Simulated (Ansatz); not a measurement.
# Calculations on Ag

### Relaxation

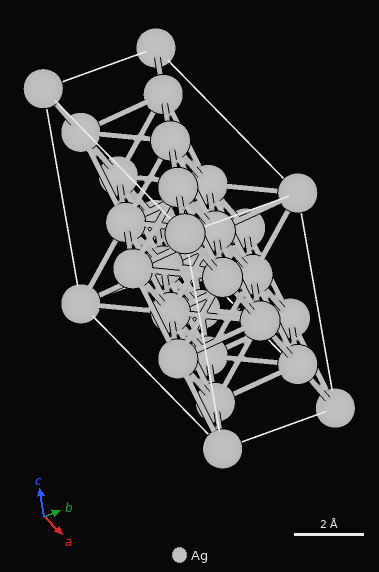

Starting structure of a defect cell of composition Ag. Style: ball-and-stick. Shown: the cell of the calculation, slightly off an axis.

Case: Ag vacancy (site a), charge +0, atoms relaxed at the host's cell.

Computed with DFT PBE, scalar-relativistic, plane waves, PAW (Ansatz 0.2.0).

Input
```yaml
crystal:
  lattice:
    - [-4.1474981826, 4.1474981826, -4.1474981826]
    - [4.1474981826, 4.1474981826, 4.1474981826]
    - [4.1474981826, -4.1474981826, -4.1474981826]
  atoms:
    - { symbol: Ag, position: [0.0, 0.25, 0.75] }
    - { symbol: Ag, position: [0.5, 0.0, 0.5] }
    - { symbol: Ag, position: [0.75, 0.5, 0.75] }
    - { symbol: Ag, position: [0.25, 0.25, 0.5] }
    - { symbol: Ag, position: [0.5, 0.75, 0.75] }
    - { symbol: Ag, position: [0.0, 0.5, 0.5] }
    - { symbol: Ag, position: [0.75, 0.0, 0.25] }
    - { symbol: Ag, position: [0.5, 0.25, 0.25] }
    - { symbol: Ag, position: [0.75, 0.75, 0.5] }
    - { symbol: Ag, position: [0.0, 0.0, 0.0] }
    - { symbol: Ag, position: [0.25, 0.5, 0.25] }
    - { symbol: Ag, position: [0.0, 0.75, 0.25] }
    - { symbol: Ag, position: [0.75, 0.25, 0.0] }
    - { symbol: Ag, position: [0.5, 0.5, 0.0] }
    - { symbol: Ag, position: [0.25, 0.75, 0.0] }
basis:
  ecutwfc: 420
  xc_grid: 2
kpoints:
  mp_grid: { grid: [5, 5, 5], shift: [0.0, 0.0, 0.0] }
hamiltonian:
  xc: pbe
scf:
  occupations: { method: gaussian, width: 0.1 }
output:
  forces: true
  stress: false
  eigenvalues: true
  write_density: true
  write_potential: true
  elf: true
  volumetric_format: npy
relax:
  adjacent_minimum: "off"
  f_tol: 0.025
  max_steps: 45
```

Launched with:
```bash
ansatz run input.yaml --threads 4 --pin off --max-ram 8192MiB --backend cpu --events-out ev --progress --plain --runs-dir out
```

Question: Predict the outcome.

Answer: After 2 geometry steps the energy has fallen by 27.6 meV per cell of the calculation. Largest force component: 0.11 eV/Å at the start, 0.00053 eV/Å at the end. The largest moves, 0.029 Å, are those of 12 atoms (Ag1, Ag2, Ag4, Ag5 and others). Ag13 goes along [−2 −1 −1]. The cell stays as it was. Some distances before and after: Ag10–Ag12 2.933 → 2.962 Å, Ag10–Ag15 2.933 → 2.904 Å.

Limits of the set-up: the periodic images lie only 7.2 Å apart, so the values are limited by the cell's size.

### Relaxation

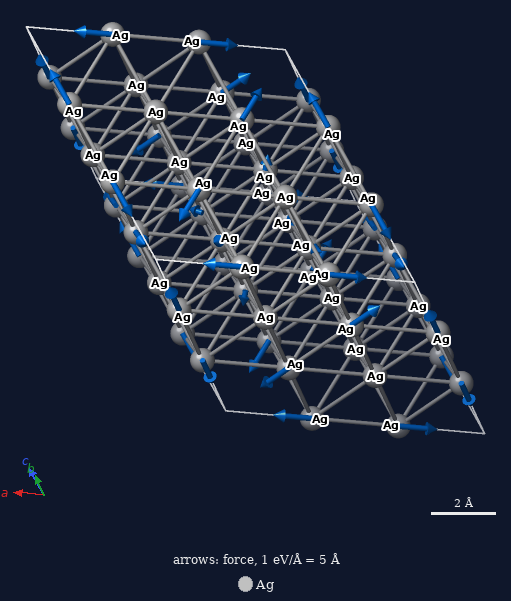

Starting geometry of a defect cell of composition Ag with the computed forces as blue arrows. Style: ball-and-stick. Shown: the cell of the calculation, from a free direction.

Case: Ag vacancy (site a), charge +0, atoms relaxed at the host's cell.

Computed with DFT LDA, scalar-relativistic, plane waves, PAW (Ansatz).

Input file:
```yaml
crystal:
  lattice:
    - [-6.0027322707, 6.0027322707, 0.0]
    - [-6.0027322707, 0.0, 6.0027322707]
    - [0.0, 6.0027322707, 6.0027322707]
  atoms:
    - { symbol: Ag, position: [0.3333333333, 0.0, 0.0] }
    - { symbol: Ag, position: [0.0, 0.3333333333, 0.0] }
    - { symbol: Ag, position: [0.0, 0.0, 0.3333333333] }
    - { symbol: Ag, position: [0.6666666667, 0.0, 0.0] }
    - { symbol: Ag, position: [0.3333333333, 0.3333333333, 0.0] }
    - { symbol: Ag, position: [0.3333333333, 0.0, 0.3333333333] }
    - { symbol: Ag, position: [0.0, 0.6666666667, 0.0] }
    - { symbol: Ag, position: [0.0, 0.3333333333, 0.3333333333] }
    - { symbol: Ag, position: [0.0, 0.0, 0.6666666667] }
    - { symbol: Ag, position: [0.6666666667, 0.3333333333, 0.0] }
    - { symbol: Ag, position: [0.6666666667, 0.0, 0.3333333333] }
    - { symbol: Ag, position: [0.3333333333, 0.6666666667, 0.0] }
    - { symbol: Ag, position: [0.3333333333, 0.3333333333, 0.3333333333] }
    - { symbol: Ag, position: [0.3333333333, 0.0, 0.6666666667] }
    - { symbol: Ag, position: [0.0, 0.6666666667, 0.3333333333] }
    - { symbol: Ag, position: [0.0, 0.3333333333, 0.6666666667] }
    - { symbol: Ag, position: [0.6666666667, 0.6666666667, 0.0] }
    - { symbol: Ag, position: [0.6666666667, 0.3333333333, 0.3333333333] }
    - { symbol: Ag, position: [0.6666666667, 0.0, 0.6666666667] }
    - { symbol: Ag, position: [0.3333333333, 0.6666666667, 0.3333333333] }
    - { symbol: Ag, position: [0.3333333333, 0.3333333333, 0.6666666667] }
    - { symbol: Ag, position: [0.0, 0.6666666667, 0.6666666667] }
    - { symbol: Ag, position: [0.6666666667, 0.6666666667, 0.3333333333] }
    - { symbol: Ag, position: [0.6666666667, 0.3333333333, 0.6666666667] }
    - { symbol: Ag, position: [0.3333333333, 0.6666666667, 0.6666666667] }
    - { symbol: Ag, position: [0.6666666667, 0.6666666667, 0.6666666667] }
basis:
  ecutwfc: 420
  xc_grid: 2
kpoints:
  mp_grid: { grid: [4, 4, 4], shift: [0.0, 0.0, 0.0] }
hamiltonian:
  xc: lda
scf:
  occupations: { method: gaussian, width: 0.1 }
output:
  forces: true
  stress: false
  eigenvalues: true
  write_density: true
  write_potential: true
  elf: true
  volumetric_format: npy
relax:
  adjacent_minimum: "off"
  f_tol: 0.025
  max_steps: 45
```

Launched with:
```bash
ansatz run input.yaml --threads 4 --pin off --max-ram 8192MiB --backend cpu --events-out ev --progress --plain --runs-dir out
```

> What follows when this structure is relaxed?

It isn't relaxed: the largest force vector, on Ag atoms, is 0.26 eV/Å. The atoms end up moving mostly along the starting forces (cosine between the two patterns 0.99). After 2 geometry steps the energy has fallen by 54.0 meV per cell of the calculation. The largest force component goes from 0.18 to 0.0018 eV/Å. The largest moves, 0.033 Å, are those of 12 atoms (Ag1, Ag2, Ag3, Ag4 and others). Ag1 goes along −a. The lattice vectors keep their values. Some distances before and after: Ag10–Ag12 2.830 → 2.896 Å, Ag10–Ag11 2.830 → 2.797 Å, Ag10–Ag13 2.830 → 2.846 Å, Ag18–Ag20 2.830 → 2.842 Å. The run took 75 s on 4 threads of Intel(R) Xeon(R) Processor @ 2.70GHz (shared host), peak memory 2.6 GiB.

Limits of the set-up: the periodic images lie only 8.5 Å apart, so the values are limited by the cell's size.

### Defect

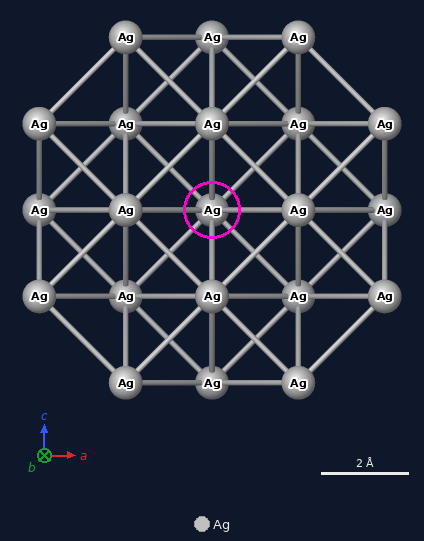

Perfect Ag. Style: ball-and-stick. Shown: the atoms within 5.4 Å of one point, in a slice 5.0 Å thick across the line of sight, along the b axis.

Theory: Ansatz 0.2.0, DFT LDA, scalar-relativistic, plane waves, PAW. (plane-wave cutoff 420 eV; k-point mesh 4 × 4 × 4; occupations gaussian; smearing width 0.1 eV; no spin polarisation) The cell is small and the k-mesh coarse, so the numbers are rough. The axes drawn are those of the host's conventional cell.

A silver atom is taken out (a vacancy) at the ringed place, in charge state 0. The supercell has 27 sites, and the atoms are relaxed at the host's cell.

### Predict the relaxed surroundings of the defect.

Around the empty Ag site the host had 12 Ag at 2.83 Å; after relaxation the nearest atoms are 12 Ag at 2.80 Å. Of the host's atoms, a silver atom moves furthest from its site, by 0.03 Å. Relaxing the atoms from the host's sites lowers the energy by 0.05 eV. At a tolerance of 0.02 Å the relaxed supercell has space group Fm-3m.

The relaxed defect, seen from the same direction:

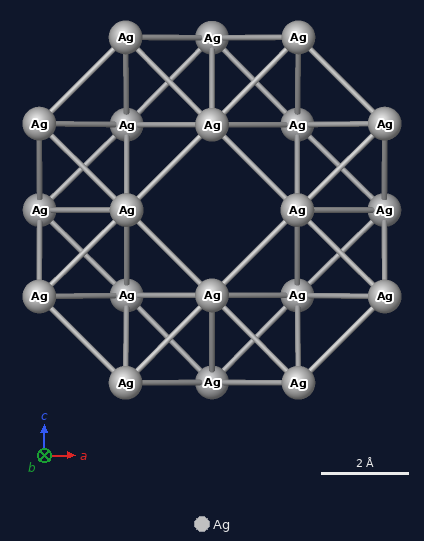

### Defect

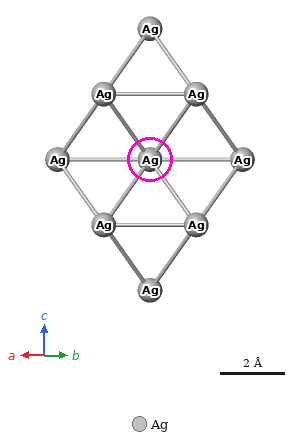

Perfect Ag. The picture is a ball-and-stick view of the atoms within 4.6 Å of one point, in a slice 5.0 Å thick across the line of sight, seen along [110].

The calculation used DFT PBE, scalar-relativistic, plane waves, PAW (Ansatz 0.2.0). Set-up: plane-wave cutoff 420 eV; k-point mesh 4 × 4 × 4; occupations gaussian; smearing width 0.1 eV; no spin polarisation. The cell is small and the k-mesh coarse, so the numbers are rough. The axes drawn are those of the host's conventional cell.

A silver atom is taken out (a vacancy) at the ringed place, in charge state 0. The supercell has 27 sites, and the atoms are relaxed at the host's cell.

### Predict the relaxed surroundings of the defect.

Around the empty Ag site the host had 12 Ag at 2.93 Å; after relaxation the nearest atoms are 12 Ag at 2.90 Å. Of the host's atoms, a silver atom moves furthest from its site, by 0.03 Å. Relaxing the atoms from the host's sites lowers the energy by 0.04 eV. At a tolerance of 0.02 Å the relaxed supercell has space group Fm-3m.

The relaxed defect, seen from the same direction:

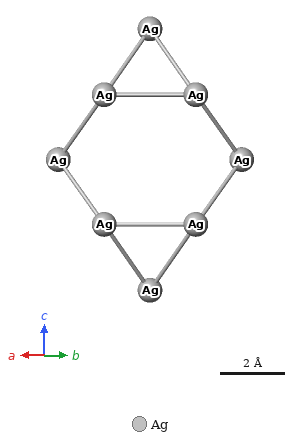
